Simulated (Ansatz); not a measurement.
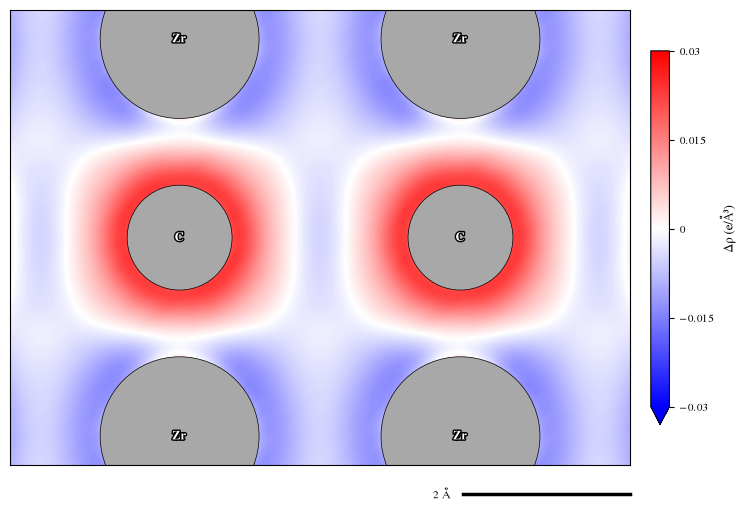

ZrC. Difference of the valence pseudo-densities of two functionals at the same geometry, on the (101̄) plane of the calculation cell: one of LDA and r2SCAN less the other.

Both computed with Ansatz (plane waves, PAW), on the same k-point mesh. Grey discs cover the atomic cores.

### Which was subtracted from which, and what does the map show?

It is r2SCAN less LDA. Against LDA, r2SCAN gives less density around Zr (−0.008 e/Å³ on average at 1.2 Å from the nucleus) and more density around C (+0.021 e/Å³ on average at 0.8 Å from the nucleus).
